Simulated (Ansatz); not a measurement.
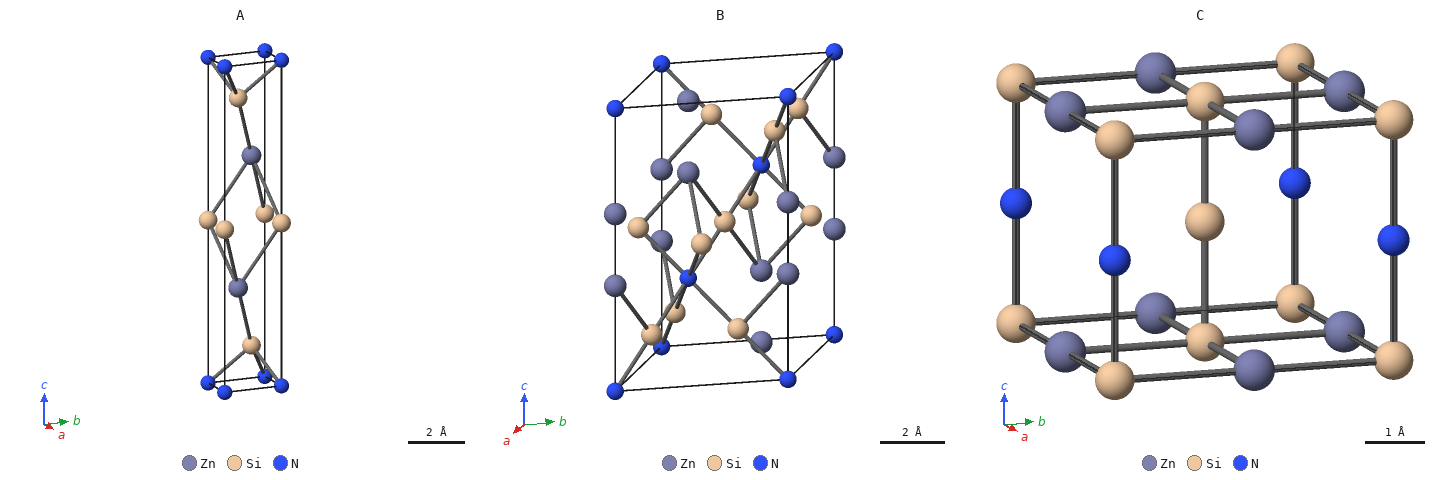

Three structures of Zn$_{2}$Si$_{3}$N, each relaxed to rest (conventional cells in solid outline, small ones repeated, each panel with its own scale). Method: DFT PBE, scalar-relativistic, plane waves, PAW in Ansatz, without spin polarisation.

Give the type and space group of each panel.

A: 6 atoms a cell on a primitive hexagonal lattice, P-3m1; B: 18 atoms a cell on a rhombohedral (trigonal R) lattice, R-3m; C: 6 atoms a cell on a primitive tetragonal lattice, P4/mmm.

Which of these is lowest in energy, and how far above it do the others lie?

A, then B (+250 meV/atom) and C (+678 meV/atom), energies at zero smearing.

Collect the results in a table.

| panel | structure | E − E(lowest) (meV/atom) | volume (Å³/atom) | gap (eV) |
| --- | --- | --- | --- | --- |
| A | P-3m1 | 0 | 13.2 | metal |
| B | R-3m | 250 | 13.9 | metal |
| C | P4/mmm | 678 | 18.0 | metal |

Some of these may be structure types tried for this composition rather than known phases, and the most stable form need not be among them. Gaps are taken on the k-mesh or band path of each run.
